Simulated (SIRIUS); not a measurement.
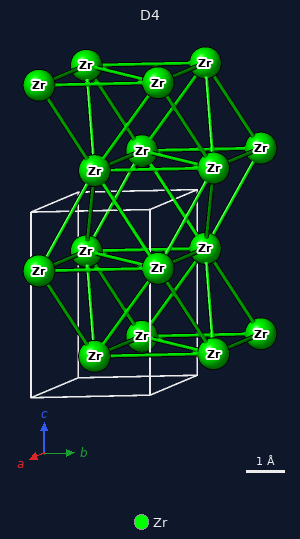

Solid Zr (set up in P6_3/mmc), relaxed (cell and atoms) with several dispersion corrections. The picture shows the result with D4. The picture is a ball-and-stick view of the cell of the calculation, repeated 2 × 2 × 2 with one cell outlined, seen slightly off an axis.

Computed with SIRIUS 7.10.0: PBEsol, dojo-sr-pbe-0.4.1-standard. Set-up: plane-wave cutoff 914.8 eV; k-point mesh 4 × 4 × 2; occupations fermi-dirac; smearing width 0.05 eV; optimiser BFGS; no spin polarisation.

| dispersion correction | volume (Å³/atom) | a (Å) | c (Å) |
| --- | --- | --- | --- |
| D4 | 22.494 | 3.207 | 5.050 |
| none | 22.682 | 3.217 | 5.061 |
| D3 | 21.930 | 3.177 | 5.019 |
| D3(BJ) | ? | ? | ? |

> One row is withheld. What does the calculation give there?

With D3(BJ) the volume is the smallest of the series, below D3 (21.930). The calculation gives 21.671 Å³/atom (a = 3.163 Å, c = 5.002 Å). In order of volume: D3(BJ) < D3 < D4 < none; the spread is 4.7 %.

Each member starts from this one structure; whether another phase lies lower wasn't checked.

Limits of the set-up: the k-point mesh is coarse for a cell with partly filled bands.
